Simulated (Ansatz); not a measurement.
This input was run:

```
crystal:
  lattice:
    - [0.0, 2.005, 2.005]
    - [2.005, 0.0, 2.005]
    - [2.005, 2.005, 0.0]
  atoms:
    - { symbol: Li, position: [0, 0, 0] }
    - { symbol: F, position: [0.5, 0.5, 0.5] }
kpoints:
  mp_grid: { grid: [6, 6, 6], shift: [0, 0, 0] }
hamiltonian:
  xc: pbe
  pseudopotentials: { kind: paw, source: ansatz }
scf:
  occupations: { method: fixed }
  convergence: { dr2_threshold: "1e-9 eV" }
  lower_state_search: "off"
output:
  forces: false
  stress: false
gw:
  n_empty_bands: 157
  ecut_chi: 180.0
  qp_bands: [v1, c1]
  qp_kpoints: [[0, 0, 0], [0, 0.5, 0.5], [0, 0, 0.5]]
  ecutfock_ratio: 2
```

What do the quasiparticle corrections do to the gap?

The gap on the mesh goes from 9.19 eV in PBE to 13.58 eV, an opening of 4.39 eV. The valence top moves by −2.79 eV and the conduction bottom by +1.60 eV.

These values hold for 157 empty bands and a screening cutoff of 180 eV on this mesh, not for the basis limit.

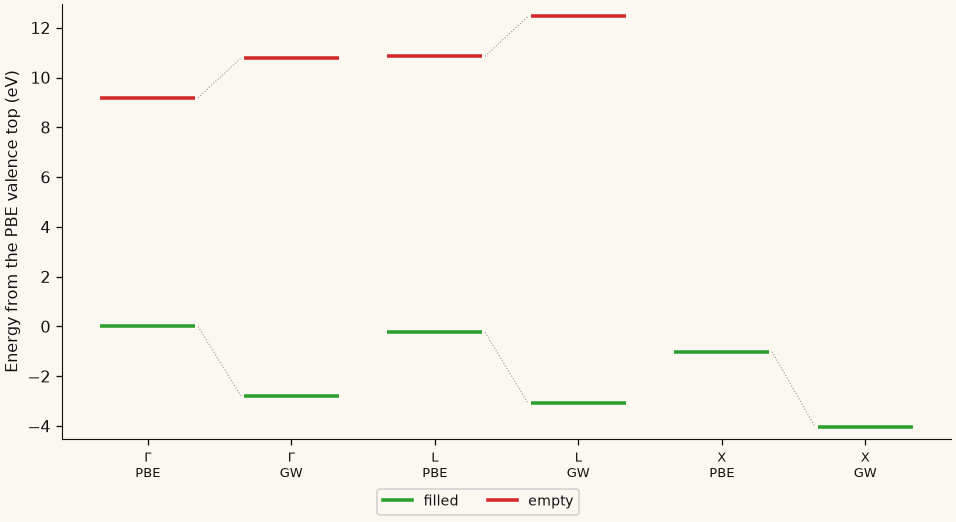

Kohn-Sham (PBE) and quasiparticle levels side by side at points of the k mesh; filled and empty levels have different colours.
